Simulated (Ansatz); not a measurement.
Geometry relaxation, with input and output: C₁₁O (part 2 of 3)

The same run, continued: C₁₁O (slab, 12 atoms in the cell); DFT PBEsol, scalar-relativistic, plane waves, PAW, no spin polarisation (Ansatz 0.2.0); cutoff 420 eV, 12×12×1 k-mesh, Gaussian smearing of 0.05 eV. The structure derives from an entry of the Crystallography Open Database. The input holds or restrains some coordinates. Forces given for the steps count only the free coordinates. It belongs to a series of runs on one base structure; here: CO put at a top C site.

Geometry of the input (Å; fractional positions):
```
2.4988  0.0000  0.0000
-1.2494  2.1640  0.0000
0.0000  0.0000  28.9943
C  0.3333  0.6667  0.2932
C  0.6667  0.3333  0.3112
C  0.6667  0.3333  0.3649
C  0.3333  0.6667  0.3829
C  0.3333  0.6667  0.4367
C  0.6667  0.3333  0.4490
C  0.6667  0.3333  0.5535
C  0.3333  0.6667  0.5538
C  0.3333  0.6667  0.6876
C  0.6667  0.3333  0.6876
C  0.6667  0.3333  0.7421
O  0.6667  0.3333  0.7818
```

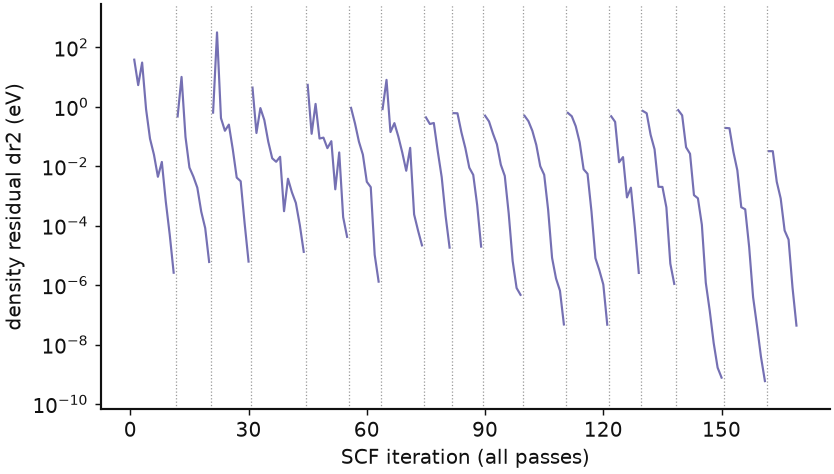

**Figure 1.** Convergence of the self-consistent field: density residual dr2 against the SCF iteration. The dotted lines part the SCF passes of the relaxation: geometry steps, rejected trials and re-solves on a re-selected basis. The 17 passes take 7 to 14 iterations each, 169 in all.

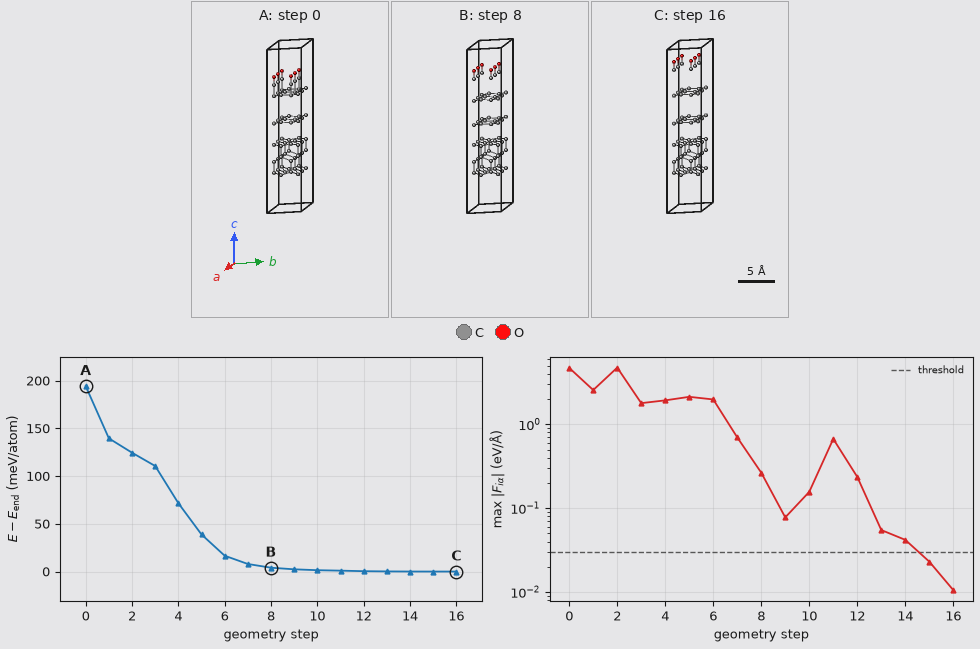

**Figure 2.** Frames of the restrained relaxation (ball-and-stick view of the 3 × 2 repeat of the cell, with the vacuum cut short, seen slightly off an axis) above the curves, on which the letters mark them (the first geometry is step 0 here and step 1 in the log).

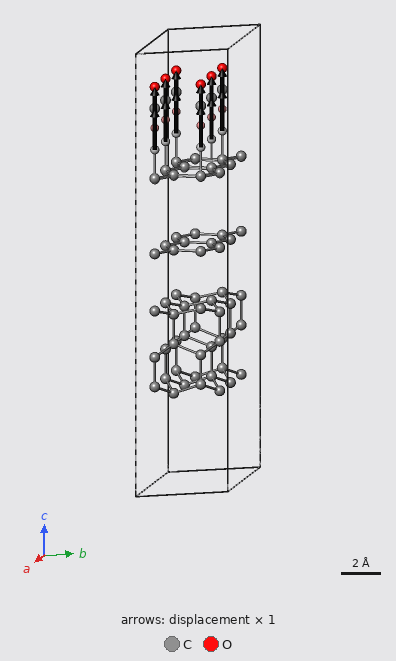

**Figure 3.** Start (faint) and end (solid) with the displacements as black arrows, at true length (ball-and-stick view of the 3 × 2 repeat of the cell, with the vacuum cut short, seen slightly off an axis). After 16 geometry steps the energy has fallen by 194 meV per atom. Largest force component: 4.7 eV/Å at the start, 0.011 eV/Å at the end. The atom that moves furthest is C11 (2.18 Å). Largest moves by element: C 2.18 Å, O 2.16 Å. The cell stays as it was. Among the contacts that change: C10–C11 1.580 → 3.692 Å, C11–O12 1.150 → 1.133 Å. Bonds break: C10–C11 (1.58 → 3.69 Å). (Atoms are counted from 1 in the order of the input.)

```
WARN: The output density's exchange-correlation potential varies sharply where the density is thin. Do not read a vacuum level from v_tot or v_xc, or from such a field of the output density. On a cell that repeats whose density bears no net charge and no dipole along the vacuum's axis use v_es (v_loc + v_h of the components); under efield.dipole_correction with no amplitude use v_es + v_field, which holds any external_charges[].barrier, or the levels of the report's work_function block, which leave it out; under a non-zero efield.amplitude the vacuum is tilted and has no level; on a cell that repeats and bears such a dipole with no correction it is tilted too, and efield.dipole_correction with no amplitude gives each side of its ramp a level where efield: is served; in a cell that repeats whose density bears a net charge (total_charge, or a fill off its count) it is curved and has none; of a slab under crystal.periodic whose density bears no net charge use v_es, which has a level on each side, short of where the two are joined; of another it falls or rises all the way out and has none; of a slab beside external_charges read slab_vacuum_level instead, which it has where they leave it neutral. The grid or the basis barely resolves most such structure, and the values can differ between equally converged runs; as a rule a tighter scf.convergence.dr2_threshold does not remove it. Where the density itself ripples (under the LDA too) a higher basis.ecutwfc lessens it. The files hold the spikes' plane waves up to the density's cutoff. Files: v_tot_of_output_density and the like, and their columns of v_z.tsv (output.write_potential); v_xc_of_output_density and the like, and their columns of v_comp_z.tsv (output.write_potential_components). Measured: with its Gaussian average of σ = 0.25 Å subtracted twice, the exchange-correlation potential is over 0.1 eV at 120 of the grid points where the equally averaged density (valence and model cores) is under 1e-3 e/Å³, and 0.451 eV at the most among them, at an averaged density of 5.2e-7 e/Å³. The input density's (outcome.potential() and, of a run that writes arrays, v_tot and v_xc) is over 0.1 eV, so measured, at 692 points of its own thin density, 0.164 eV at the most. See output.write_potential in the manual, Limitations
SCF converged after 8 iterations
Free energy (F): -3266.574193 eV
Harris-Foulkes:  -3266.574193 eV  (|F-HF|=6.38e-8)
Internal energy: -3266.571844 eV  (E = F + TS)
E sigma→0 (E₀):  -3266.573019 eV
Entropy (-TS):   -0.002349 eV (-0.196 meV/atom)
Fermi energy:    2.600585 eV
Dipole field:    D = 0.011140 V/Å  (p = 0.009653 e·Å, saw-weighted, corrected)
Work function:   Φ+ = 5.7666 eV   Φ− = 6.0897 eV
Levels:          The Fermi level and band energies are counted from a zero that moves with the ramp; work functions are not
--- Per-component energies (eV) ---
  E_band       = -329.419135
  E_kinetic    = 1161.693172
  E_local      = -27139.157781  (includes V_loc(G=0)·N_el)
  E_nonlocal   = 348.997719
  E_hartree    = 13074.408095
  E_xc         = -593.487383
  E_vxc        = -740.448859  (∫ρ·V_xc dr)
  E_paw        = -1200.251962  (= ΣΔE_a)
  E_vpaw       = -109.169103  (= ΣTr[D̂ρ^β])
  E_aug_tail   = 0.002524  (compensation charges beyond the density's cutoff)
  E_efield     = 0.000054  (sawtooth field / dipole correction)
  E_vefield    = -0.138289  (∫n·V_field dr)
  E_ewald      = 11080.956324
  E_core_change = 0.267393  (= ΣΔE_core)
  E_smearing   = -0.002349  (= −TS)
  E_closure    = 0.000000  (closes the sum)
  Σ components = -3266.574193   (vs F -3266.574193, Δ=0.00e0)
--- Forces (eV/Å), atoms counted from 1 ---
  atom   1  C     -0.00000000    -0.00000000     3.50260691
  atom   2  C      0.00000000     0.00000000    -4.43797970
  atom   3  C      0.00000000     0.00000000     1.31726317
  atom   4  C      0.00000000    -0.00000000    -2.91021638
  atom   5  C      0.00000000    -0.00000000     2.52221450
  atom   6  C      0.00000000     0.00000000     0.00583943
  atom   7  C      0.00000000     0.00000000    -0.00442211
  atom   8  C      0.00000000    -0.00000000     0.00379862
  atom   9  C      0.00000000    -0.00000000     0.00043153
  atom  10  C      0.00000000     0.00000000     0.00083196
  atom  11  C      0.00000000     0.00000000     0.00996011
  atom  12  O      0.00000000     0.00000000    -0.01053331
  max |Σ_I F_I| component: 2.05e-4 eV/Å
--- Band table (eV; the first three rows and the last of 19) ---
  k-point 0: bands = ["-22.3893", "-19.3644", "-17.2050", "-16.5364", "-16.3446", "-14.6061", "-9.0852", "-7.8171", "-5.1388", "-4.5988", "-4.1589", "-3.7611", "-1.5114", "-1.5114", "-0.8764", "-0.8764", "-0.3896", "-0.3896", "-0.2136", "-0.2136", "0.5997", "0.5997", "1.3215", "2.1064", "2.1064", "3.8408", "7.1105", "8.0803", "8.0803", "8.1733", "8.4233", "9.1991", "9.5161", "9.5161", "9.5688", "9.9551", "10.1522"]
  k-point 1: bands = ["-22.3090", "-19.1920", "-17.0363", "-16.3761", "-16.1846", "-14.4459", "-8.9293", "-7.7002", "-4.9650", "-4.4371", "-4.0258", "-3.7963", "-1.7185", "-1.6732", "-1.5876", "-1.2259", "-1.0317", "-0.8548", "-0.7170", "-0.5409", "-0.1975", "0.2664", "1.1730", "1.6613", "1.7812", "3.8180", "7.3057", "8.0654", "8.3890", "8.5948", "8.6427", "9.0150", "9.3996", "9.4647", "9.9036", "10.1402", "10.2784"]
  k-point 2: bands = ["-22.0823", "-18.6770", "-16.5326", "-15.8969", "-15.7062", "-13.9669", "-8.4774", "-7.3659", "-4.4822", "-4.3047", "-3.8658", "-3.6861", "-3.4625", "-2.6430", "-2.4640", "-2.0384", "-2.0311", "-1.8802", "-1.7909", "-1.4850", "-1.3084", "-0.5070", "-0.4445", "1.0246", "1.8897", "3.5327", "7.7641", "7.8457", "7.9909", "9.0393", "9.0983", "9.2632", "9.7987", "9.8412", "10.0916", "10.5341", "10.6430"]
  k-point 18: bands = ["-20.8233", "-12.4531", "-12.0392", "-10.2992", "-9.8918", "-9.7933", "-9.7715", "-9.6061", "-9.6041", "-8.8413", "-7.9077", "-7.8584", "-7.6899", "-7.5041", "-7.0259", "-5.3987", "-5.3493", "-5.3493", "-5.2369", "-3.3899", "-3.2351", "0.4263", "1.8055", "2.5645", "2.7176", "2.8268", "2.8911", "3.1854", "4.2424", "4.2537", "7.4573", "11.2087", "11.3138", "11.8979", "12.6901", "13.7125", "14.6219"]
--- Relaxed structure (17 steps of the walk, 17 accepted, 0 SCFs on fresh bases) ---
  F+E_penalty+E_count = -3266.57419330 eV   max|allowed force component| = 1.053e-2 eV/Å
  atoms:
    - { symbol: C, position: [0.33333333333333326, 0.6666666666666665, 0.2931612098] }
    - { symbol: C, position: [0.6666666666666665, 0.33333333333333326, 0.3111859602] }
    - { symbol: C, position: [0.6666666666666665, 0.33333333333333326, 0.3649138935] }
    - { symbol: C, position: [0.33333333333333326, 0.6666666666666665, 0.3829386437999999] }
    - { symbol: C, position: [0.33333333333333326, 0.6666666666666665, 0.43666657709999995] }
    - { symbol: C, position: [0.6666666666666665, 0.33333333333333326, 0.44896466180052] }
    - { symbol: C, position: [0.6666666666666665, 0.33333333333333326, 0.5529188762245796] }
    - { symbol: C, position: [0.33333333333333326, 0.6666666666666665, 0.5532179046964576] }
    - { symbol: C, position: [0.33333333333333326, 0.6666666666666665, 0.6899360168703416] }
    - { symbol: C, position: [0.6666666666666665, 0.33333333333333326, 0.689940746546344] }
    - { symbol: C, position: [0.6666666666666665, 0.33333333333333326, 0.8172626179638858] }
    - { symbol: O, position: [0.6666666666666665, 0.33333333333333326, 0.8563523562377908] }
```

### Trajectory as extended XYZ (Å, eV, eV/Å), 17 frames, from step=1 to step=17
```
12
Lattice="2.4988 0.0000 0.0000 -1.2494 2.1640 0.0000 0.0000 0.0000 28.9943" Properties=species:S:1:pos:R:3:forces:R:3 step=1 energy=-3264.24285
C     0.0000    1.4427    8.5000    0.0000   0.0000   3.5013
C     1.2494    0.7213    9.0226    0.0000   0.0000  -4.4290
C     1.2494    0.7213   10.5804    0.0000   0.0000   1.3122
C     0.0000    1.4427   11.1030    0.0000   0.0000  -2.9019
C     0.0000    1.4427   12.6608    0.0000   0.0000   2.5166
C     1.2494    0.7213   13.0178    0.0000   0.0000   0.0071
C     1.2494    0.7213   16.0483    0.0000   0.0000  -0.0035
C     0.0000    1.4427   16.0570    0.0000   0.0000   0.0035
C     0.0000    1.4427   19.9377    0.0000   0.0000  -4.7201
C     1.2494    0.7213   19.9378    0.0000   0.0000   1.7079
C     1.2494    0.7213   21.5178    0.0000   0.0000   1.7124
O     1.2494    0.7213   22.6678    0.0000   0.0000   1.2930
12
Lattice="2.4988 0.0000 0.0000 -1.2494 2.1640 0.0000 0.0000 0.0000 28.9943" Properties=species:S:1:pos:R:3:forces:R:3 step=2 energy=-3264.89915
C     0.0000    1.4427    8.5000    0.0000   0.0000   3.5018
C     1.2494    0.7213    9.0226    0.0000   0.0000  -4.4344
C     1.2494    0.7213   10.5804    0.0000   0.0000   1.3172
C     0.0000    1.4427   11.1030    0.0000   0.0000  -2.9059
C     0.0000    1.4427   12.6608    0.0000   0.0000   2.5293
C     1.2494    0.7213   13.0180    0.0000   0.0000   0.0009
C     1.2494    0.7213   16.0482    0.0000   0.0000  -0.0014
C     0.0000    1.4427   16.0572    0.0000   0.0000  -0.0003
C     0.0000    1.4427   19.7863    0.0000   0.0000  -2.5685
C     1.2494    0.7213   19.9370    0.0000   0.0000   0.9128
C     1.2494    0.7213   21.5544    0.0000   0.0000   1.8509
O     1.2494    0.7213   22.7152    0.0000   0.0000  -0.2015
12
Lattice="2.4988 0.0000 0.0000 -1.2494 2.1640 0.0000 0.0000 0.0000 28.9943" Properties=species:S:1:pos:R:3:forces:R:3 step=3 energy=-3265.07958
C     0.0000    1.4427    8.5000    0.0000   0.0000   3.5001
C     1.2494    0.7213    9.0226    0.0000   0.0000  -4.4358
C     1.2494    0.7213   10.5804    0.0000   0.0000   1.3194
C     0.0000    1.4427   11.1030    0.0000   0.0000  -2.9086
C     0.0000    1.4427   12.6608    0.0000   0.0000   2.5326
C     1.2494    0.7213   13.0180    0.0000   0.0000   0.0015
C     1.2494    0.7213   16.0466    0.0000   0.0000   0.0002
C     0.0000    1.4427   16.0562    0.0000   0.0000  -0.0055
C     0.0000    1.4427   19.6425    0.0000   0.0000  -0.1757
C     1.2494    0.7213   19.8594    0.0000   0.0000  -0.8725
C     1.2494    0.7213   21.6264    0.0000   0.0000  -3.7122
O     1.2494    0.7213   22.7398    0.0000   0.0000   4.7553
12
Lattice="2.4988 0.0000 0.0000 -1.2494 2.1640 0.0000 0.0000 0.0000 28.9943" Properties=species:S:1:pos:R:3:forces:R:3 step=4 energy=-3265.24699
C     0.0000    1.4427    8.5000    0.0000   0.0000   3.4984
C     1.2494    0.7213    9.0226    0.0000   0.0000  -4.4330
C     1.2494    0.7213   10.5804    0.0000   0.0000   1.3158
C     0.0000    1.4427   11.1030    0.0000   0.0000  -2.9017
C     0.0000    1.4427   12.6608    0.0000   0.0000   2.5209
C     1.2494    0.7213   13.0180    0.0000   0.0000   0.0047
C     1.2494    0.7213   16.0235    0.0000   0.0000  -0.0190
C     0.0000    1.4427   16.0329    0.0000   0.0000   0.0148
C     0.0000    1.4427   19.5579    0.0000   0.0000   0.8939
C     1.2494    0.7213   19.7898    0.0000   0.0000  -1.7919
C     1.2494    0.7213   21.6619    0.0000   0.0000  -0.5050
O     1.2494    0.7213   22.7988    0.0000   0.0000   1.4023
12
Lattice="2.4988 0.0000 0.0000 -1.2494 2.1640 0.0000 0.0000 0.0000 28.9943" Properties=species:S:1:pos:R:3:forces:R:3 step=5 energy=-3265.71463
C     0.0000    1.4427    8.5000    0.0000   0.0000   3.4967
C     1.2494    0.7213    9.0226    0.0000   0.0000  -4.4326
C     1.2494    0.7213   10.5804    0.0000   0.0000   1.3146
C     0.0000    1.4427   11.1030    0.0000   0.0000  -2.8971
C     0.0000    1.4427   12.6608    0.0000   0.0000   2.5075
C     1.2494    0.7213   13.0180    0.0000   0.0000   0.0090
C     1.2494    0.7213   16.0050    0.0000   0.0000  -0.0245
C     0.0000    1.4427   16.0156    0.0000   0.0000  -0.0076
C     0.0000    1.4427   19.4814    0.0000   0.0000   0.4319
C     1.2494    0.7213   19.5938    0.0000   0.0000  -1.9347
C     1.2494    0.7213   21.7599    0.0000   0.0000   0.7326
O     1.2494    0.7213   22.8936    0.0000   0.0000   0.8038
12
Lattice="2.4988 0.0000 0.0000 -1.2494 2.1640 0.0000 0.0000 0.0000 28.9943" Properties=species:S:1:pos:R:3:forces:R:3 step=6 energy=-3266.10815
C     0.0000    1.4427    8.5000    0.0000   0.0000   3.4989
C     1.2494    0.7213    9.0226    0.0000   0.0000  -4.4348
C     1.2494    0.7213   10.5804    0.0000   0.0000   1.3138
C     0.0000    1.4427   11.1030    0.0000   0.0000  -2.8908
C     0.0000    1.4427   12.6608    0.0000   0.0000   2.5000
C     1.2494    0.7213   13.0180    0.0000   0.0000   0.0087
C     1.2494    0.7213   15.9899    0.0000   0.0000  -0.0466
C     0.0000    1.4427   16.0009    0.0000   0.0000  -0.0401
C     0.0000    1.4427   19.4129    0.0000   0.0000  -0.9153
C     1.2494    0.7213   19.3979    0.0000   0.0000  -0.2932
C     1.2494    0.7213   21.8678    0.0000   0.0000  -0.8325
O     1.2494    0.7213   22.9863    0.0000   0.0000   2.1313
12
Lattice="2.4988 0.0000 0.0000 -1.2494 2.1640 0.0000 0.0000 0.0000 28.9943" Properties=species:S:1:pos:R:3:forces:R:3 step=7 energy=-3266.37498
C     0.0000    1.4427    8.5000    0.0000   0.0000   3.5085
C     1.2494    0.7213    9.0226    0.0000   0.0000  -4.4414
C     1.2494    0.7213   10.5804    0.0000   0.0000   1.3049
C     0.0000    1.4427   11.1030    0.0000   0.0000  -2.8703
C     0.0000    1.4427   12.6608    0.0000   0.0000   2.4749
C     1.2494    0.7213   13.0179    0.0000   0.0000   0.0179
C     1.2494    0.7213   15.9496    0.0000   0.0000  -0.1237
C     0.0000    1.4427   15.9602    0.0000   0.0000  -0.0431
C     0.0000    1.4427   19.2171    0.0000   0.0000   0.3317
C     1.2494    0.7213   19.2501    0.0000   0.0000  -0.7214
C     1.2494    0.7213   22.0075    0.0000   0.0000   1.9836
O     1.2494    0.7213   23.1545    0.0000   0.0000  -1.4218
12
Lattice="2.4988 0.0000 0.0000 -1.2494 2.1640 0.0000 0.0000 0.0000 28.9943" Properties=species:S:1:pos:R:3:forces:R:3 step=8 energy=-3266.47903
C     0.0000    1.4427    8.5000    0.0000   0.0000   3.4948
C     1.2494    0.7213    9.0226    0.0000   0.0000  -4.4274
C     1.2494    0.7213   10.5804    0.0000   0.0000   1.2958
C     0.0000    1.4427   11.1030    0.0000   0.0000  -2.8704
C     0.0000    1.4427   12.6608    0.0000   0.0000   2.4406
C     1.2494    0.7213   13.0166    0.0000   0.0000   0.0487
C     1.2494    0.7213   15.9148    0.0000   0.0000  -0.1002
C     0.0000    1.4427   15.9266    0.0000   0.0000  -0.0306
C     0.0000    1.4427   19.2331    0.0000   0.0000   0.0878
C     1.2494    0.7213   19.2432    0.0000   0.0000  -0.2292
C     1.2494    0.7213   22.2075    0.0000   0.0000   0.6992
O     1.2494    0.7213   23.3448    0.0000   0.0000  -0.4083
```
